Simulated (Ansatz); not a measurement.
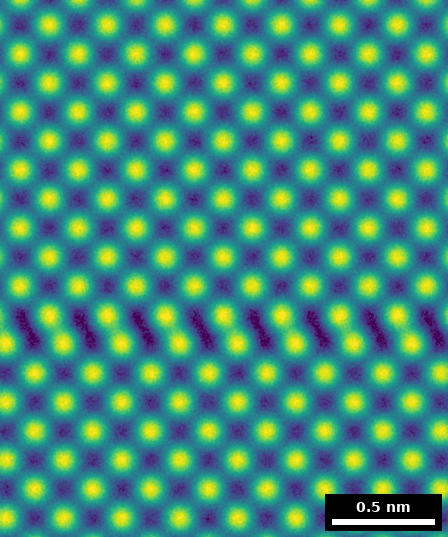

iDPC-like image of Ti (Fd-3m, No. 227) along [001]. Simulated as the projected potential of neutral atoms (B = 0.5 Å²) blurred by a 1.01 Å probe, the thin-sample limit of integrated differential phase contrast. The display is stretched by a gamma of 0.65; percentages refer to the linear signal. Shot noise was added.

One planar defect was built into the perfect crystal by geometry alone, without relaxation. Host structure: the input geometry of an electronic-structure calculation (not necessarily at equilibrium); the starting structure was generated, so it need not be a known form of this composition.

> Find the planar defect and say what kind it is.

A planar fault (a stacking fault) runs horizontally about 16 Å below the top edge. The part above it is shifted along the boundary by 1/4 of the 2.85 Å repeat of the rows (0.7 Å to the right, the same as 2.1 Å to the left); both parts keep the same orientation.
